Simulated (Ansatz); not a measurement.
**Single-point calculation, with input and output: SnO**

- system: SnO (Pm, 4 atoms in the cell)
- method: DFT PBEsol, scalar-relativistic, plane waves, PAW, no spin polarisation (Ansatz 0.2.0)

The structure derives from an entry of the Crystallography Open Database. It belongs to a series of runs on one base structure; here: atom 3 (O) moved by (-0.300, -0.600) A along x and z. Figures and captions count atoms from 1; the log counts them from 0 in places.

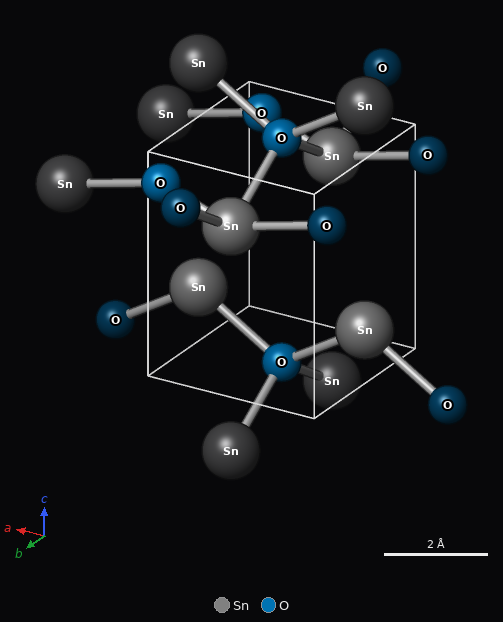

The structure as given in the input (ball-and-stick view of the cell of the calculation, seen at an oblique angle; neighbours outside the cell are drawn fainter). An atom can appear more than once, as a periodic image. Near neighbours in the periodic cell (some may lie outside the picture): Sn has 2 O at 2.22 Å; Sn has 4 O at 1.69 to 2.27 Å; O has 2 Sn at 1.69 to 2.27 Å; O has 4 Sn at 2.22 Å.

Key numbers

- outcome: converged
- space group (tolerance 0.01 Å): Pm (6)
- electrons treated: 40
- free energy: −13018.8139 eV
- Fermi energy: 9.774 eV
- gap on the k-point mesh: none (metallic)
- pressure: 14.88 GPa
- largest force (length of the vector): 12.926 eV/Å
- hardware: 1 thread of Intel Xeon @ 2.50GHz (Skylake/Cascade Lake), 189 GiB of memory available, shared host
- wall time: 2.8 min
- peak memory: 0.86 GiB

The input
```yaml
crystal:
  lattice:
    - [3.802, 0.0, 0.0]
    - [0.0, 3.802, 0.0]
    - [0.0, 0.0, 4.836]
  atoms:
    - { symbol: Sn, position: [0.0, 0.5, 0.2385] }
    - { symbol: Sn, position: [0.5, 0.0, 0.7615] }
    - { symbol: O, position: [-0.078905839, 0.0, -0.1240694789] }
    - { symbol: O, position: [0.5, 0.5, 0.0] }
basis:
  ecutwfc: 420
kpoints:
  mp_grid: { grid: [12, 12, 10] }
hamiltonian:
  xc: pbesol
scf:
  occupations: { method: gaussian, width: 0.15 }
output:
  forces: true
  stress: true
  eigenvalues: true
  write_density: true
  write_potential: true
  elf: true
  volumetric_format: npy
```

Run as:
```bash
ansatz run input.yaml --threads 1 --pin off --max-ram 2560MiB --backend cpu --events-out ev --progress --plain --runs-dir out
```

What the program printed
```
Engine: ansatz 0.2.0, x86_64-unknown-linux-gnu
Pseudopotentials: kind: paw
Pseudopotential: Sn, paw, valence charge 14, recommended cutoff 420 eV (normal), Sn.paw.azcp
Pseudopotential: O, paw, valence charge 6, recommended cutoff 420 eV (normal), O.paw.azcp
Functional definition: PBEsol
  exchange = pbesol_x
  correlation = pbesol_c
Crystal: 4 atoms, lattice volume = 69.905 Å³
Basis set: ecut = 420 eV, 1361 PW (Γ), exchange–correlation on 54×54×72 points (8 copies of the dense FFT grid, shifted against one another)
Bands: 24, of which v1, the nominal top of the filled ones, is band 20 counted from 1 (19 counted from 0)
Symmetry: 2 space group operations
Space group: Pm (ITA 6), of the structure as read, at distance tolerance 4.1e-5 Å
k-points: 434 of 1440 (time reversal used)
Non-local potential: Sn, projectors of the file, l = 0: 2, l = 1: 2, l = 2: 2, l = 3: 2
Non-local potential: O, projectors of the file, l = 0: 2, l = 1: 2, l = 2: 1
PAW form: soft (Blöchl's): semilocal exchange-correlation on the pseudo side does not see the compensation charge
PAW frozen core: Sn, regenerated for the run's functional, and the local potential with it (the file was generated under x = pbe(κ = 0.804, μ = 0.2195149727645171), c = pbe(β = 0.06672455060314922))
PAW frozen core: O, regenerated for the run's functional, and the local potential with it (the file was generated under x = pbe(κ = 0.804, μ = 0.2195149727645171), c = pbe(β = 0.06672455060314922))
PAW one-centre angular grid: Sn, 590 points (default); XC on 64 Gauss nodes
PAW one-centre angular grid: O, 110 points (default); XC on 64 Gauss nodes
Initial density: superposition of atomic densities (neutral atoms: chi_scale 0, normalization atom), corrected by the library's trained network
Initial wavefunctions: pseudopotential atomic-orbital guess
Functional: x = pbesol(κ = 0.804, μ = 0.12345679012345678), c = pbesol(β = 0.046)
SCF iter   1: F=—  HF=-13018.836291 eV  |F-HF|=—  |Δ(HF+E_count)|=         —  Δρ=1.32e-2  dr2=1.03e-1  ethr=1.77e-3  ⟨swp⟩=5.8  Hψ=47108  notcnv=0
preconditioner: auto → Kerker (q_TF=auto, 2.486 Å⁻¹)  [metal: Δε(μ)=0.039 eV  Ē_g=17.740 eV  σ=0.150 eV  W_gap=0.15  n_scr=18 (ndim 8)  ℏωp=28.1 eV  f_vac=0.010  D(μ)=0.36/eV (n_scr^D=0)]
SCF iter   2: F=—  HF=-13018.814020 eV  |F-HF|=—  |Δ(HF+E_count)|=   2.23e-2  Δρ=2.81e-3  dr2=3.77e-3  ethr=2.57e-4  ⟨swp⟩=2.0  Hψ=17853  notcnv=0
SCF iter   3: F=—  HF=-13018.813895 eV  |F-HF|=—  |Δ(HF+E_count)|=   1.25e-4  Δρ=1.51e-3  dr2=1.34e-3  ethr=9.43e-6  ⟨swp⟩=2.4  Hψ=19099  notcnv=0
SCF iter   4: F=—  HF=-13018.813863 eV  |F-HF|=—  |Δ(HF+E_count)|=   3.24e-5  Δρ=4.32e-4  dr2=2.04e-4  ethr=3.35e-6  ⟨swp⟩=2.0  Hψ=19103  notcnv=0
SCF iter   5: F=—  HF=-13018.813855 eV  |F-HF|=—  |Δ(HF+E_count)|=   7.93e-6  Δρ=2.38e-4  dr2=3.91e-5  ethr=5.10e-7  ⟨swp⟩=2.2  Hψ=16128  notcnv=0
SCF iter   6: F=—  HF=-13018.813873 eV  |F-HF|=—  |Δ(HF+E_count)|=   1.80e-5  Δρ=1.44e-4  dr2=1.57e-5  ethr=9.77e-8  ⟨swp⟩=2.0  Hψ=14755  notcnv=0
SCF iter   7: F=—  HF=-13018.813871 eV  |F-HF|=—  |Δ(HF+E_count)|=   1.41e-6  Δρ=3.73e-5  dr2=1.35e-6  ethr=3.91e-8  ⟨swp⟩=2.1  Hψ=12309  notcnv=0
SCF iter   8: F=-13018.813872 eV  HF=-13018.813872 eV  |F-HF|=6.04e-9  |Δ(HF+E_count)|=   2.18e-7  Δρ=8.98e-6  dr2=6.79e-8  ethr=2.50e-10  ⟨swp⟩=8.5  Hψ=77131  notcnv=0
SCF 1 converged in 8 iterations: F = -13018.813872 eV  dr2 = 6.79e-8
  greatest PAW one-centre occupation: 0.995 electrons in one spin orbital (limit 2), on the Sn atom at site 1 (counted from 0), in its partial waves of l = 2
SCF converged after 8 iterations
Free energy (F): -13018.813872 eV
Harris-Foulkes:  -13018.813872 eV  (|F-HF|=6.04e-9)
Internal energy: -13018.810281 eV  (E = F + TS)
E sigma→0 (E₀):  -13018.812076 eV
Entropy (-TS):   -0.003591 eV (-0.898 meV/atom)
Fermi energy:    9.774142 eV
--- Per-component energies (eV) ---
  E_band       = -192.075851
  E_kinetic    = 728.980533
  E_local      = -2710.977199  (includes V_loc(G=0)·N_el)
  E_nonlocal   = 38.222909
  E_hartree    = 1458.491726
  E_xc         = -904.816172
  E_vxc        = -381.530214  (∫ρ·V_xc dr)
  E_paw        = -8437.280780  (= ΣΔE_a)
  E_vpaw       = -783.761288  (= ΣTr[D̂ρ^β])
  E_aug_tail   = 0.004865  (compensation charges beyond the density's cutoff)
  E_ewald      = -3192.076418
  E_core_change = 0.640255  (= ΣΔE_core)
  E_smearing   = -0.003591  (= −TS)
  E_closure    = -0.000000  (closes the sum)
  Σ components = -13018.813872   (vs F -13018.813872, Δ=0.00e0)
--- Forces (eV/Å), atoms counted from 1 ---
  atom   1  Sn     0.01622359     0.00000000    -0.14586146
  atom   2  Sn   -10.37626146     0.00000000    -5.26749247
  atom   3  O     11.68244581     0.00000000     5.53282113
  atom   4  O     -1.32248004     0.00000000    -0.11944434
  max |Σ_I F_I| component: 7.21e-5 eV/Å
--- Stress (GPa, compression-positive) ---
       41.810428       0.000000      11.329193
        0.000000      -1.832585       0.000000
       11.329180       0.000000       4.660009
  P = ⅓ Tr σ = 14.8793 GPa (148.793 kbar)
--- Band table (eV; the first three rows and the last of 434) ---
  k-point 0: bands = ["-13.3877", "-12.1225", "-11.9161", "-11.8984", "-11.8966", "-11.8853", "-11.5689", "-11.4801", "-11.4461", "-11.4280", "-9.9426", "-7.1707", "2.1327", "3.2682", "3.5013", "3.6743", "5.6571", "6.0022", "6.9277", "9.6215", "11.9405", "13.5890", "14.2178", "14.5905"]
  k-point 1: bands = ["-13.3873", "-12.1222", "-11.9156", "-11.8982", "-11.8961", "-11.8853", "-11.5698", "-11.4807", "-11.4464", "-11.4284", "-9.9386", "-7.1729", "1.8928", "3.2873", "3.6852", "3.8188", "5.6565", "5.9980", "6.9276", "9.5575", "11.8136", "13.4147", "14.2271", "14.5577"]
  k-point 2: bands = ["-13.3864", "-12.1212", "-11.9144", "-11.8977", "-11.8948", "-11.8850", "-11.5721", "-11.4820", "-11.4472", "-11.4295", "-9.9278", "-7.1786", "1.4856", "3.3184", "3.7145", "4.4635", "5.6668", "5.9921", "6.9279", "9.3304", "11.5751", "13.0468", "14.1178", "14.3524"]
  k-point 433: bands = ["-13.0359", "-12.1755", "-11.9315", "-11.9203", "-11.9192", "-11.8289", "-11.5849", "-11.5027", "-11.5014", "-11.3953", "-8.6019", "-8.3567", "0.3884", "1.4873", "4.1043", "4.4254", "5.9319", "6.4657", "7.8688", "8.7574", "10.9331", "12.1002", "13.5617", "14.1607"]
```

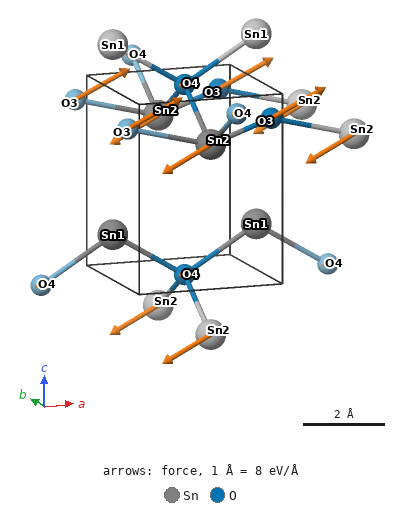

Forces on the atoms as orange arrows (ball-and-stick view of the cell of the calculation, seen slightly off an axis; neighbours outside the cell are drawn fainter; atoms are numbered from 1 in the order of the input); the smallest are left out. The largest act on O3 (12.93 eV/Å); Sn2 (11.64 eV/Å). The geometry is not a stationary point of this energy.

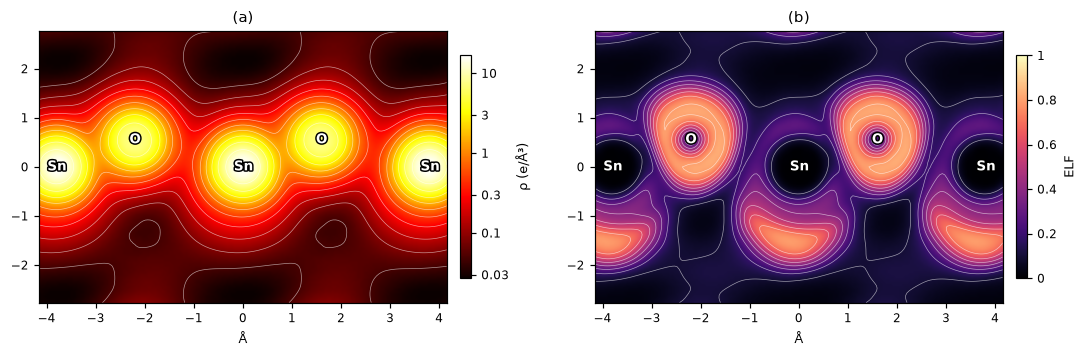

(a) valence pseudo-density; (b) ELF on the (010) plane of the conventional cell. Atoms in the plane: Sn and O. Sn–O (1.69 Å): ρ is about 1.5 e/Å³ halfway; the ELF is about 0.25 at the midpoint; no shared pair; the contact is polar. Away from the nuclei the density in this plane falls to 0.03 e/Å³ at its lowest. The fields are those of the smooth PAW valence density.

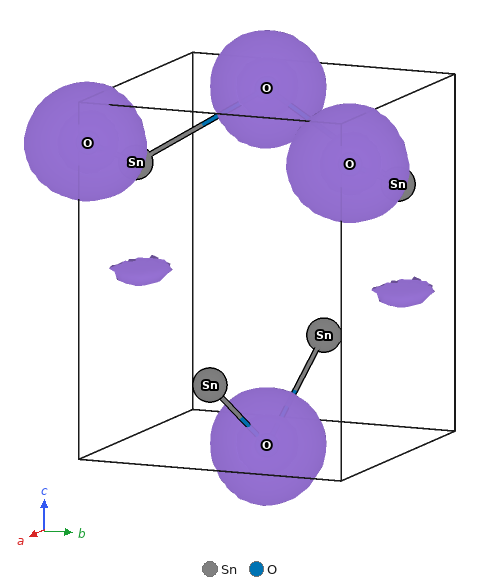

Isosurface of the electron localisation function at 0.75 (purple), seen slightly off an axis. Core shells and regions of very low density are left out. Sticks mark near contacts. The outline is the cell set on symmetry axes. Profiles from the grid: Sn–O (1.69 Å): the ELF is about 0.25 at the midpoint (no shared pair; the contact is polar).
